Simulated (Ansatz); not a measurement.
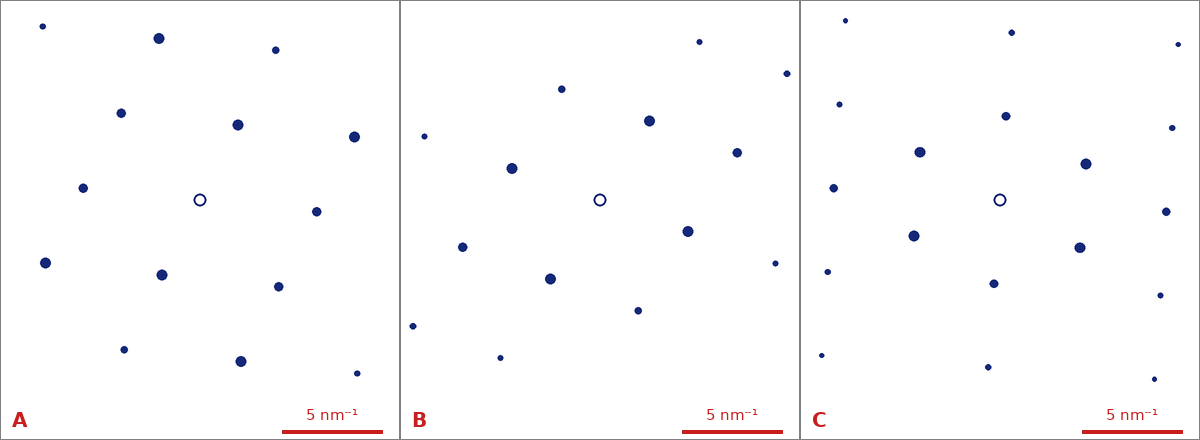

Simulated selected-area electron diffraction patterns (120 kV, kinematic approximation, thin crystal, B = 0.5 Å² for all atoms).

All three come from W, space group P6_3/mmc (No. 194), a = 2.753 Å, c = 4.892 Å (hexagonal axes). Structure: the input geometry of an electronic-structure calculation (not necessarily at equilibrium); the starting structure was generated, so it need not be a known form of this composition.

### Assign the zone axes [101], [201], [211] to A, B and C.

A is [201]: centred rectangular net of 0 1 0 at d = 2.38 Å and 1 0 -2 at d = 1.71 Å, at 69.0°. B is [211]: centred rectangular net of 0 1 -1 at d = 2.14 Å and -1 1 1 at d = 2.14 Å, at 77.8°. C is [101]: centred rectangular net of 0 1 0 at d = 2.38 Å and 1 0 -1 at d = 2.14 Å, at 63.3°.
